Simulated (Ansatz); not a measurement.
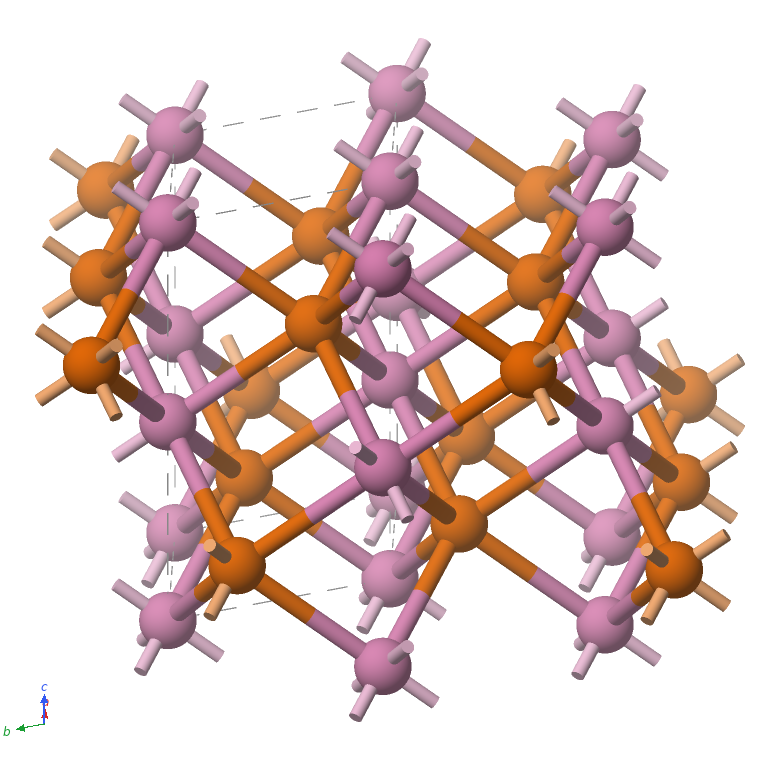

A cut-out of a periodic net derived from a crystal structure. Nodes are coloured by topological kind. Short stubs are edges that leave the cut-out.

Describe the net.

Answer. A binodal (6,6)-connected, three-periodic net. It is the nia net, known from NiAs.

Give point symbol and coordination sequence of each kind of node.

Answer. 6-connected node: 4^9.6^6, sequence 6, 18, 42, 74; 6-connected node: 4^12.6^3, sequence 6, 20, 42, 74.

Origin of the net. System GaP (space group P6_3/mmc, No. 194); source of the atomic positions: the end point of a relaxation with DFT, r2SCAN+rVV10, plane waves, PAW (Ansatz 0.2.0); the starting structure was generated, so it need not be a known form of this composition. Bonds are taken as Ga–P below 2.9 Å. The graph is simplified in the usual way: terminal and isolated atoms are pruned, two-connected atoms become edges. P is a 6-connected node; Ga is a 6-connected node, in the ratio 1:1.
